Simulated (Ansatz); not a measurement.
**As: density, localisation and related maps**

```
As
1.0
     7.71717    0.00000    0.00000
     0.00000    7.71717    0.00000
     0.00000    0.00000    7.71717
As
16
Direct
  0.62500 0.12500 0.12500
  0.12500 0.62500 0.12500
  0.12500 0.12500 0.62500
  0.62500 0.62500 0.62500
  0.87500 0.37500 0.12500
  0.37500 0.87500 0.12500
  0.37500 0.37500 0.62500
  0.87500 0.87500 0.62500
  0.87500 0.12500 0.37500
  0.37500 0.62500 0.37500
  0.37500 0.12500 0.87500
  0.87500 0.62500 0.87500
  0.62500 0.37500 0.37500
  0.12500 0.87500 0.37500
  0.12500 0.37500 0.87500
  0.62500 0.87500 0.87500
```

Space group Fd-3m; a structure generated by program, which may or may not match a known phase.

Method: DFT PBE, scalar-relativistic, plane waves, PAW (Ansatz 0.2.0).

Core electrons are frozen (PAW), and the valence fields are smoothed inside the atomic spheres.

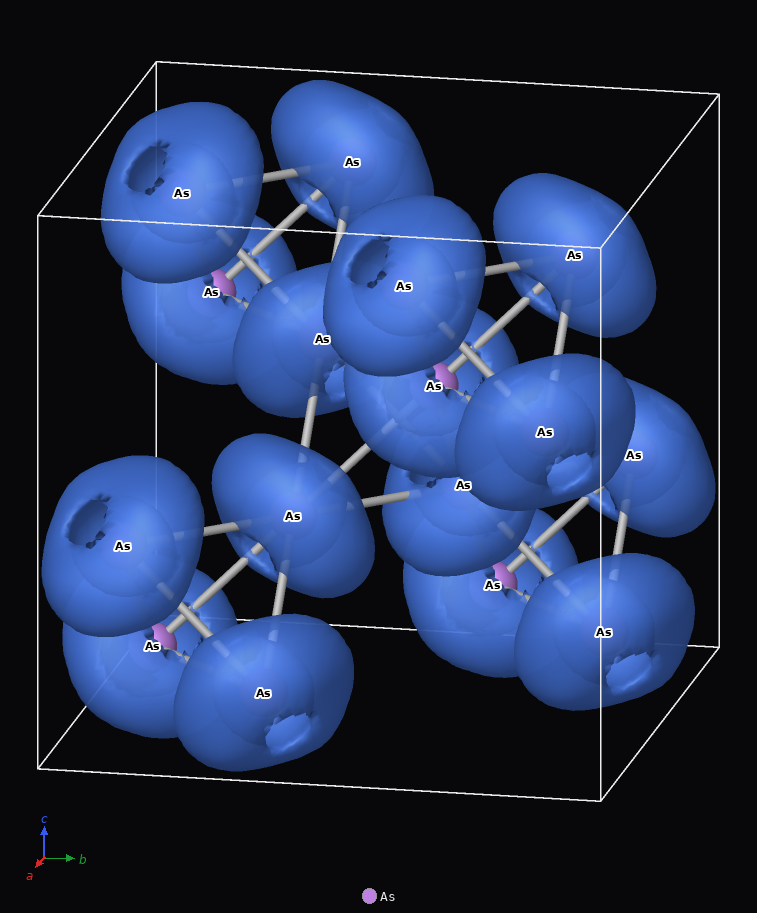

Figure 1. Isosurface of the ELF at 0.6 (blue), seen slightly off an axis. Only the valence region is drawn (cores and ρ < 0.01 e/Å³ removed). Sticks mark near contacts.

**Identify the bonds, lone pairs and shells in this picture.**

At this value the surface marks out 16 regions wrapped around As (the valence shell of each), counted in one cell of 16 atoms. Regions shared between cells count once. Profiles from the grid: As–As (2.73 Å): the ELF peaks at about 0.60 between the atoms.

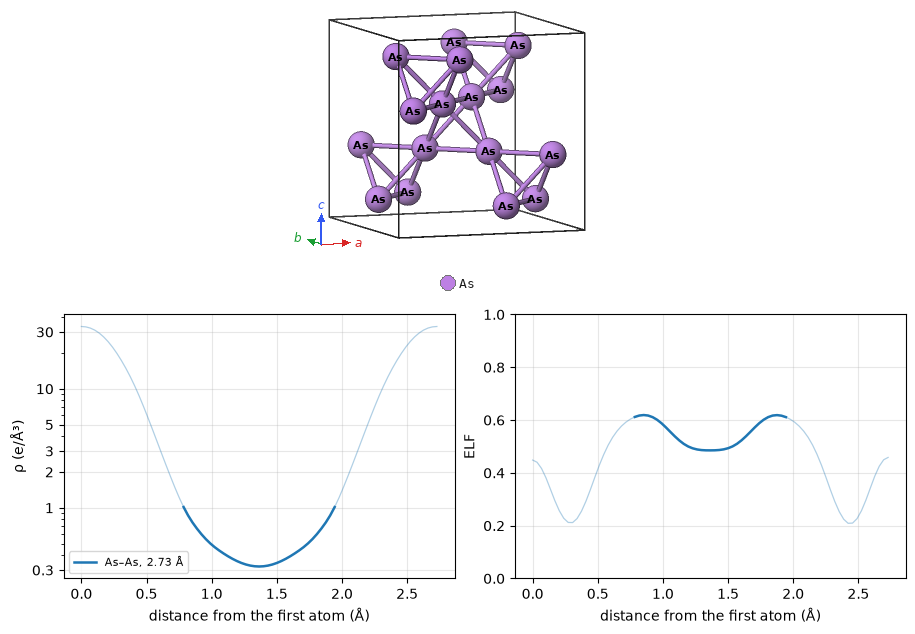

Figure 2. Valence charge density (pseudo) and ELF along straight lines between neighbouring atoms. Thin, pale parts lie inside the atomic spheres. The structure is drawn too.

**What can be read from the curves?**

As–As (2.73 Å): ρ is about 0.32 e/Å³ halfway; the ELF peaks at about 0.60 between the atoms.

**Metal or insulator at this level of theory?**

It is gapless in this calculation (a metal or semimetal).
